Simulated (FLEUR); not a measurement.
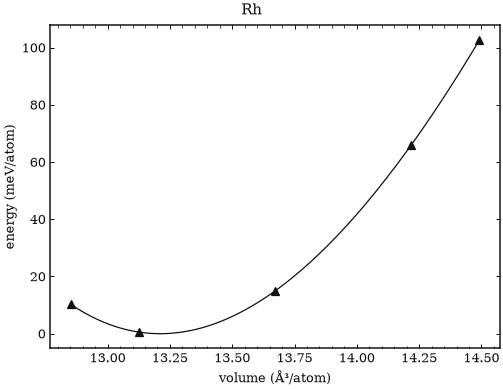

The plot gives the computed energy against volume for Rh, space group Fm-3m (No. 225).

Cell as given: a = 2.684 Å, b = 2.684 Å, c = 2.684 Å, α = 60.00°, β = 60.00°, γ = 60.00°; 1 atom.

How it was computed, with FLEUR MaX-R8.1 (later development tree): all-electron LAPW DFT, no spin polarisation; energies at scaled volumes of the given cell, shape and fractions fixed, counted from the fit's minimum, third-order Birch-Murnaghan fit. Level: LDA.

- k mesh: 12×12×12
- occupations: Fermi–Dirac
- smearing width: 0.05 eV
- potentials: all electron
- program settings: basis FLAPW, kmax 4.26 1/bohr

Question: How stiff is the solid, and where is its volume at rest?

Answer: A third-order Birch–Murnaghan fit gives V0 = 13.21 Å³/atom, B0 = 320 GPa and B′ = 5.1.
